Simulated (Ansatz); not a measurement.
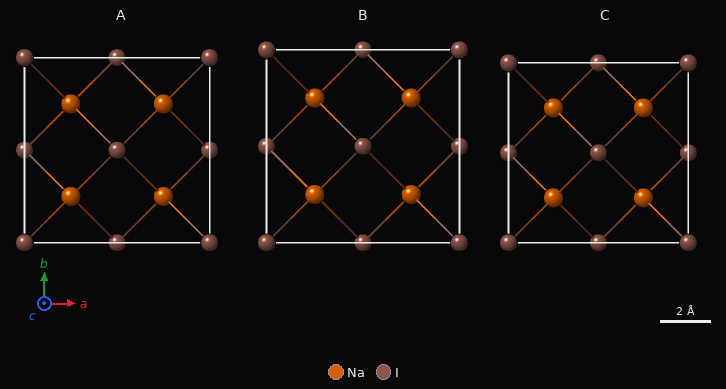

3 geometries from one relaxation of solid Na₂I (a generated structure, set up in Fm-3m), in shuffled order. Style: ball-and-stick. Shown: the conventional cell (4 times the calculation's cell), along the c axis. Lengths and directions refer to the drawn axes.

Case: Te → I on all its sites, cell and atoms relaxed.

Level of theory: Ansatz, DFT PBEsol, scalar-relativistic, plane waves, PAW. (plane-wave cutoff 420 eV; k-point mesh 10 × 10 × 10; occupations gaussian; smearing width 0.1 eV; no spin polarisation; cell and atoms relaxed; force threshold 0.01 eV/Å; at most 60 steps)

> Order the frames from highest to lowest energy.

C, A, B. They are steps 0, 1, 4, at +0.190 eV per cell of the calculation, +65.1 meV per cell of the calculation relative to the last. The energy falls by 0.190 eV per cell of the calculation in 3 accepted moves (4 points after the start). All forces vanish by symmetry, so only the cell relaxes. Pressure: 3.13 GPa at the start and 0.10 GPa at the end. At 1 point the geometry stayed and the basis and grid were re-selected for the new cell (energy shift of 2.6 meV per cell of the calculation at most each time). The atoms keep their places relative to the cell (all moves are under 0.005 Å). The drawn cell changes as follows: a = b = c 7.256 → 7.784 Å (+7.3 %); the volume changes by +23.4 %. Some distances before and after: I–Na 3.142 → 3.371 Å. The space group stays Fm-3m (No. 225).
